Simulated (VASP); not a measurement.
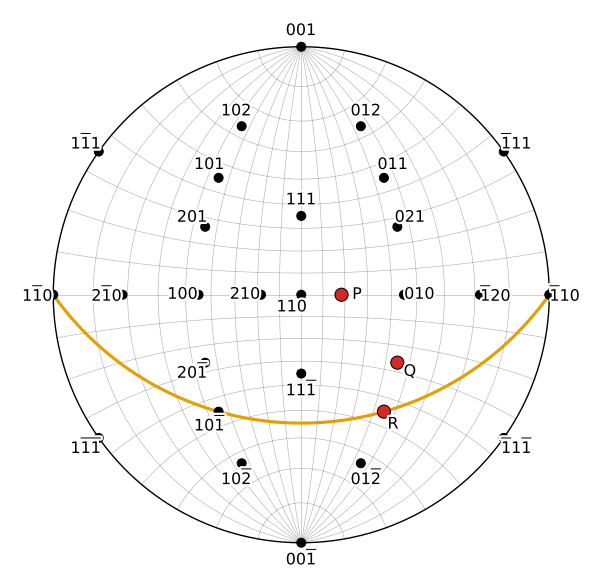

For C, coordinates from a relaxation with VASP Kohn-Sham DFT of a periodic cell, SCAN, VASP PAW PBE potentials, recommended in VASP 6.6.1: stereographic projection of plane normals (upper hemisphere) centred on (1 1 0). The drawing is computed from the coordinates (standard cell, symmetry found to 0.002 Å).

a = 3.554 Å, b = 3.554 Å, c = 3.554 Å, α = 90.00°, β = 90.00°, γ = 90.00°.

> Index the poles marked P, Q, R.

P is (1 2 0), 18.4° from the centre; Q is (0 2 −1), 50.8° from the centre; R is (0 1 −1), 60.0° from the centre.

> Which zone does the coloured great circle trace?

The zone [1 1 1]: its poles satisfy h + k + l = 0.

> What is the angle between the normals of (2 1 0) and (0 1 2), and what are their d_hkl = 1/|g|?

78.5°; d = 1.589 Å and 1.589 Å.
